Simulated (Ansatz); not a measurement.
A series of calculations on CuO

### Relaxation

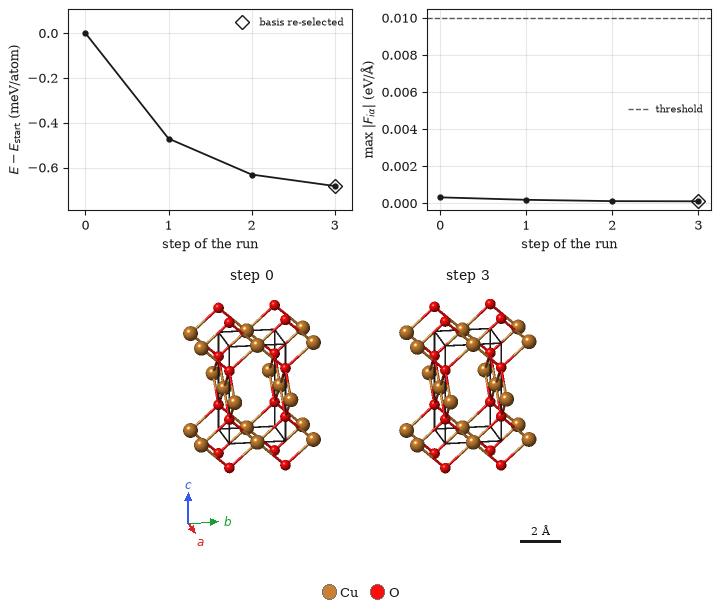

First and last geometry of a relaxation of crystalline CuO (set up in C2/c), with the history of the run. Style: ball-and-stick. Shown: the cell of the calculation, slightly off an axis.

Case: volume × 0.97, shape and atoms relaxed.

These are results of DFT PBEsol, scalar-relativistic, plane waves, PAW (Ansatz 0.2.0), not measurements. Set-up: plane-wave cutoff 420 eV; k-point mesh 14 × 14 × 8; occupations gaussian; smearing width 0.1 eV; no spin polarisation; cell relaxed at fixed volume; force threshold 0.01 eV/Å; at most 30 steps.

Read the history and describe the run.

Answer. It converged. No atom moves by more than 0.005 Å relative to the cell. The drawn cell changes at constant volume: a = b 2.865 → 2.852 Å (−0.4 %), c 5.041 → 5.086 Å (+0.9 %). The space group stays Cccm (No. 66). After 2 accepted moves (3 points after the start) the energy has fallen by 0.7 meV per atom. Largest force component: 0.00032 eV/Å at the start, 0.00011 eV/Å at the end. The pressure goes from 5.68 to 5.00 GPa. The SCF was repeated once at an unchanged geometry on a basis and grid sized afresh for the cell, which shifted the energy by 0.1 meV per atom at most.

```json
{"step": "0", "E − E(0), meV/atom": "0.00", "largest force component, eV/Å": "0.0003", "pressure, GPa": "5.68", "note": ""}
{"step": "1", "E − E(0), meV/atom": "-0.47", "largest force component, eV/Å": "0.0002", "pressure, GPa": "5.34", "note": ""}
{"step": "2", "E − E(0), meV/atom": "-0.63", "largest force component, eV/Å": "0.0001", "pressure, GPa": "4.99", "note": ""}
{"step": "3", "E − E(0), meV/atom": "-0.68", "largest force component, eV/Å": "0.0001", "pressure, GPa": "5.00", "note": "same geometry, new basis"}
```

### Relaxation

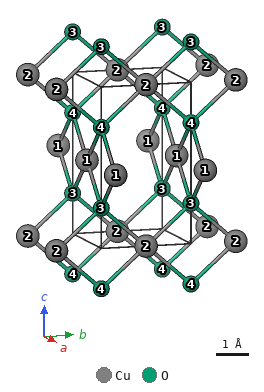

A crystal of CuO (set up in C2/c), before the relaxation. The picture is a ball-and-stick view of the cell of the calculation, seen slightly off an axis.

Case: volume × 1.06, shape and atoms relaxed.

Method: Ansatz, DFT PBEsol, scalar-relativistic, plane waves, PAW.

Input
```yaml
crystal:
  lattice:
    - [2.9624148889, -0.0176875776, -0.0043994708]
    - [0.0225117963, 2.9623750127, -0.004381792]
    - [0.0099138568, 0.0097974358, 5.1514497838]
  atoms:
    - { symbol: Cu, position: [0.5, 0.0, 0.5] }
    - { symbol: Cu, position: [0.0, 0.5, 0.0] }
    - { symbol: O, position: [0.0001664684, 0.99982987, 0.2499999127] }
    - { symbol: O, position: [0.9998335316, 0.00017013, 0.7500000873] }
basis:
  ecutwfc: 420
kpoints:
  mp_grid: { grid: [14, 14, 8] }
hamiltonian:
  xc: pbesol
scf:
  occupations: { method: gaussian, width: 0.1 }
output:
  forces: true
  stress: true
  eigenvalues: true
relax:
  adjacent_minimum: "off"
  f_tol: 0.01
  max_steps: 30
  cell: { stress_tol: 0.1, fix: [volume] }
```

Run as
```bash
ansatz run input.yaml --threads 1 --pin off --max-ram 2560MiB --backend cpu --events-out ev --progress --plain --runs-dir out
```

### What does the optimiser find from here?

The atoms keep their places relative to the cell (all moves are under 0.005 Å). The drawn cell changes at constant volume: a = b 2.962 → 2.973 Å (+0.4 %), c 5.151 → 5.114 Å (−0.7 %). The space group stays P4_2/mmc (No. 131). The energy falls by 0.5 meV per atom in 2 accepted moves (3 points after the start). Largest force component: 0.00053 eV/Å at the start, 0.00022 eV/Å at the end. Pressure: −8.40 GPa at the start and −8.00 GPa at the end. The SCF was repeated once at an unchanged geometry on a basis and grid sized afresh for the cell, which shifted the energy by less than 0.05 meV per atom at most. Cost: 2.7 min on 1 thread of Arm Neoverse V2, with other jobs on the host, peak memory 0.98 GiB.

History of the run:

| step | E − E(0), meV/atom | largest force component, eV/Å | pressure, GPa | note |
| --- | --- | --- | --- | --- |
| 0 | 0.00 | 0.0005 | -8.40 |  |
| 1 | -0.40 | 0.0004 | -8.14 |  |
| 2 | -0.46 | 0.0002 | -8.00 |  |
| 3 | -0.47 | 0.0002 | -8.00 | same geometry, new basis |

### A change

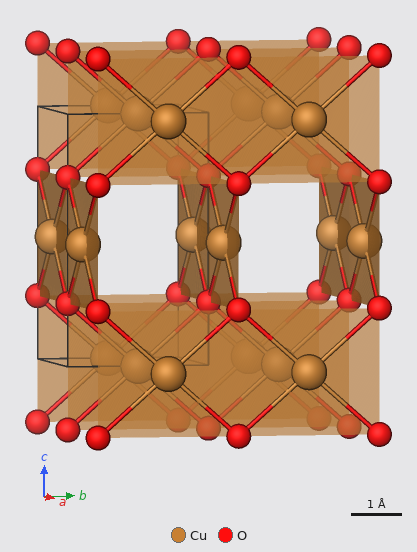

This is solid CuO. Style: polyhedral. Shown: the cell of the calculation, repeated 2 × 2 × 1 with one cell outlined, from a free direction.

All numbers below come from DFT PBEsol, scalar-relativistic, plane waves, PAW (Ansatz). (plane-wave cutoff 420 eV; k-point mesh 14 × 14 × 8; occupations gaussian; smearing width 0.1 eV; no spin polarisation)

The variant: The volume is changed by −6.0 %. The cell's shape and the atoms are relaxed at that volume.

### What is the effect?

Cell: a = b 2.894 → 2.808 Å (−3.0 %), c 5.092 → 5.086 Å (−0.1 %). Volume −6.0 %. No atom moves by more than 0.005 Å relative to the cell. Among the bonded contacts that change: Cu–O 1.927 → 1.894 Å. The space group stays Cccm (No. 66). It costs 20.3 meV per atom. The pressure goes from 0.0 to 10.7 GPa.

The changed structure in the same view:

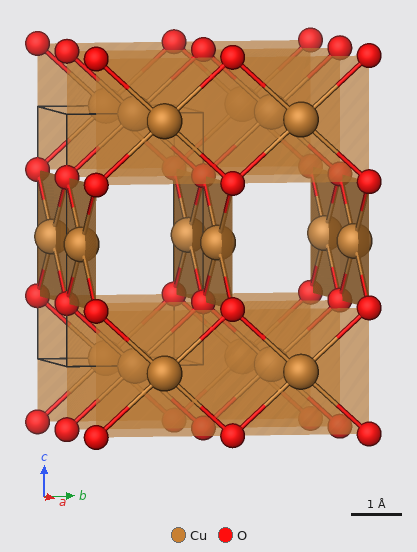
